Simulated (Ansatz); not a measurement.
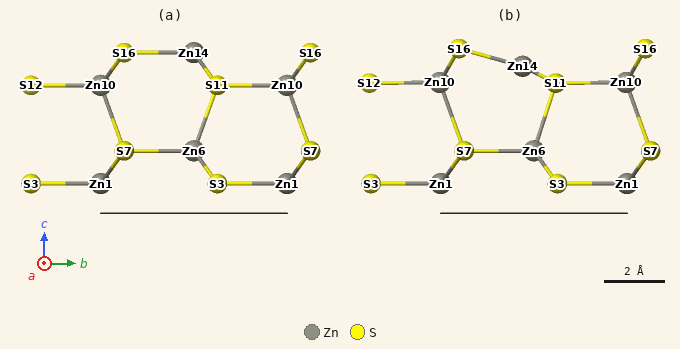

The structure of a slab of composition ZnS (cut from the P6_3mc phase) before (left) and after (right) a constrained relaxation, at one scale.

The picture is a ball-and-stick view of the cell of the calculation, outlined in the plane, without the vacuum (origin shifted), seen along the a axis.

Case: clean slab, lower planes held. The slab is the (1 0 0) face of ZnS. 8 atoms are held fixed.

Method: Ansatz, DFT PBE+D3(BJ), scalar-relativistic, plane waves, PAW. Set-up: plane-wave cutoff 420 eV; k-point mesh 2 × 3 × 1; occupations gaussian; smearing width 0.05 eV; no spin polarisation; dipole correction; atoms relaxed in a fixed cell; force threshold 0.03 eV/Å; at most 70 steps.

> What changed between the two?

The largest moves, 0.59 Å, are those of Zn atoms. By element the largest moves are Zn 0.59 Å, S 0.22 Å. The lattice vectors keep their values. Some distances before and after: S–Zn 2.331 → 2.210 Å, S–Zn 2.328 → 2.429 Å, S–Zn 2.328 → 2.268 Å, S–Zn 2.328 → 2.383 Å. Among the angles between lasting bonds that change: Zn–S–Zn 109.2° → 94.9°, S–Zn–S 109.8° → 122.5°, Zn–S–Zn 109.8° → 97.9°. The energy falls by 0.940 eV per cell of the calculation in 4 geometry steps. Largest force component: 1.2 eV/Å at the start, 0.016 eV/Å at the end. The run took 69 s on 4 threads of Intel(R) Xeon(R) Platinum 8488C (Sapphire Rapids) (shared host), peak memory 1.7 GiB.
